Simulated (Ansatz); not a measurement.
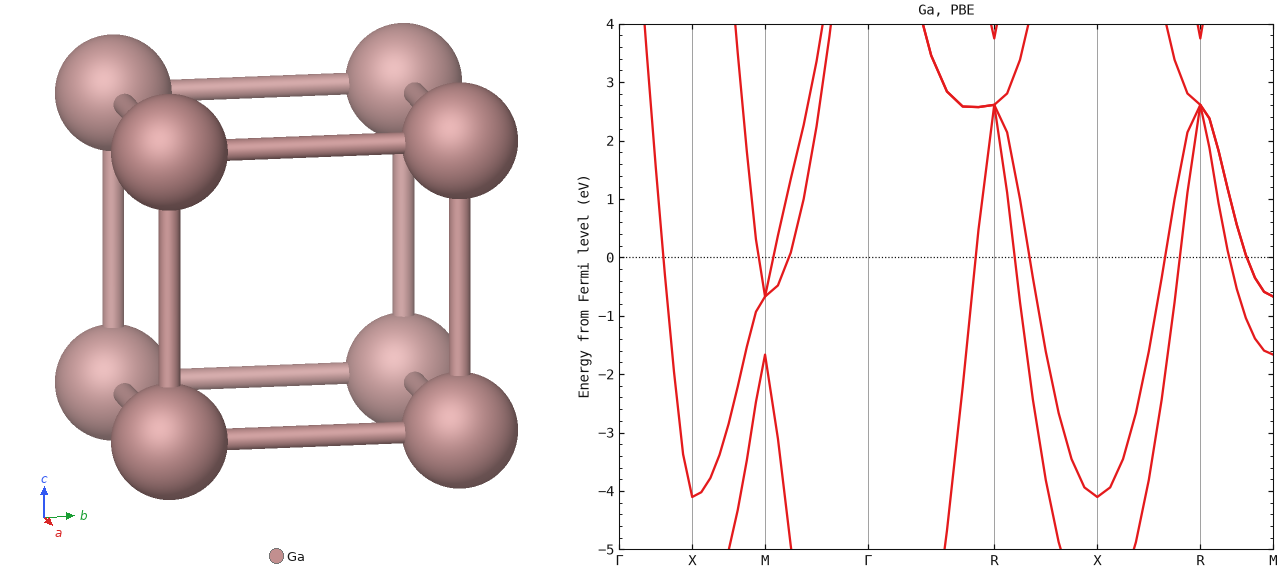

Band structure, beside the structure. Energies are counted from the Fermi level. The path runs straight from each named point to the next.

System: Ga, space group Pm-3m, 1 atom in the cell.

```cif
data_structure
_symmetry_space_group_name_H-M 'P 1'
_symmetry_Int_Tables_number 1
_cell_length_a 2.7173
_cell_length_b 2.7173
_cell_length_c 2.7173
_cell_angle_alpha 90.000
_cell_angle_beta 90.000
_cell_angle_gamma 90.000
_cell_volume 20.06
loop_
_atom_site_label
_atom_site_type_symbol
_atom_site_fract_x
_atom_site_fract_y
_atom_site_fract_z
_atom_site_occupancy
Ga1 Ga 0.00000 0.00000 0.00000 1
```

Level of theory: DFT, PBE, all-electron PAW with datasets made for the crystal, scalar-relativistic, no spin polarisation, 16×16×16 k mesh, 240 eV cutoff, Fermi-Dirac smearing of 0.08 eV; code Ansatz.

> Does this material conduct, going by its bands?

A metal: 3 bands cross the Fermi level along this path.

> On which lines of the path do bands cross the Fermi level?

Bands cross the Fermi level on every line of the path.
